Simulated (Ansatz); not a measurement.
Consider MgO (slab).

```xyz
16
Lattice="2.9728 0.0000 0.0000 0.0000 4.2042 0.0000 0.0000 0.0000 25.4049" Properties=species:S:1:pos:R:3 pbc="T T T"
Mg    1.4864    2.1021    7.5000
O     1.4864    0.0000    7.5000
Mg    0.0000    0.0000    8.9865
O     0.0000    2.1021    8.9865
Mg    1.4864    2.1021   10.4729
O     1.4864    0.0000   10.4729
Mg    0.0000    0.0000   11.9594
O     0.0000    2.1021   11.9594
Mg    1.4864    2.1021   13.4455
O     1.4864    0.0000   13.4455
Mg    0.0000    0.0000   14.9320
O     0.0000    2.1021   14.9320
Mg    1.4864    2.1021   16.4184
O     1.4864    0.0000   16.4184
Mg    0.0000    0.0000   17.9049
O     0.0000    2.1021   17.9049
```

Not relaxed (largest force 1.3 eV/Å).

These are results of DFT r2SCAN, scalar-relativistic, plane waves, PAW (Ansatz), not measurements.

### Predict the valence pseudo-density and electron localisation function between the atoms.

Mg–O (2.10 Å): the density is about 0.34 e/Å³ at the midpoint; the ELF peaks at about 0.85 in the valence shell of O, 0.7 Å from its nucleus, and is about 0.35 at the midpoint; a closed-shell, largely ionic contact.

### Metal or insulator at this level of theory?

It is gapped, with a Kohn–Sham gap of 2.1 eV on the k-point mesh (the band edges may lie off the mesh, which would make the gap smaller).

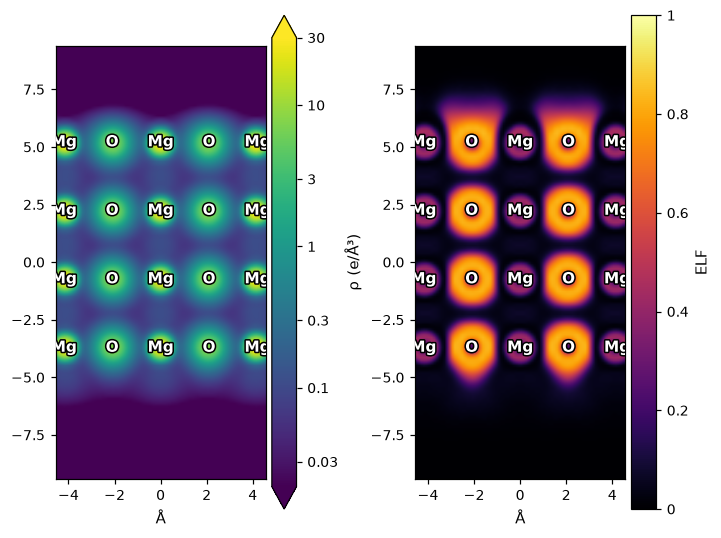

Computed valence pseudo-density and electron localisation function on the (100) plane of the calculation cell, a cut from vacuum to vacuum, in this order. 
